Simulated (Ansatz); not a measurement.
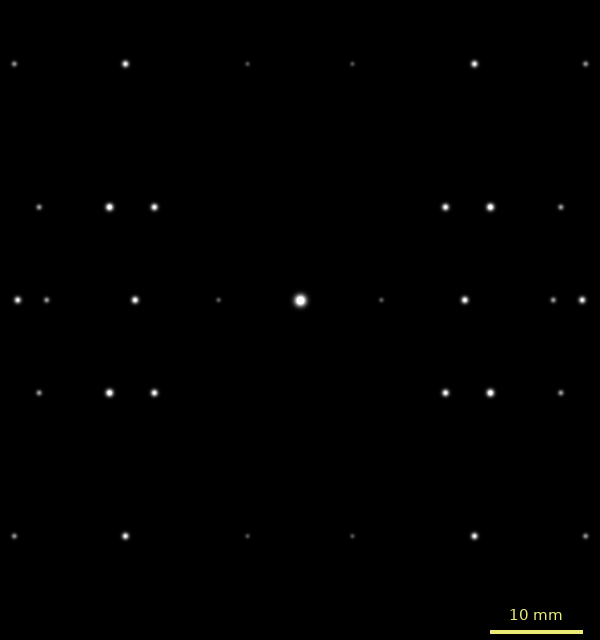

Simulated X-ray rotation photograph: Fe Kα radiation (λ = 1.9373 Å), cylindrical film of radius 28.65 mm unrolled, rotation axis vertical and normal to the beam, kinematic intensities without Lorentz or polarisation factors, the film spanning ±63° about the beam; spots down to d = 1.69 Å.

Q: What lattice repeat along the rotation axis do the layer lines give?

A: The first layer line lies 10.2 mm from the equator, so tan ν = 0.356, sin ν = 0.336 and the period is λ/sin ν = 5.77 Å. Further lines follow at 25.9 mm.

The crystal is Y, space group Fmmm (No. 69), a = 3.76 Å, b = 5.77 Å, c = 12.46 Å. Structure: the geometry relaxed with Ansatz 0.2.0, DFT r2SCAN, scalar-relativistic, plane waves, PAW; the starting structure was generated, so it need not be a known form of this composition.

Q: About which axis was it rotated?

A: About [010], whose length in the conventional cell is 5.774 Å.
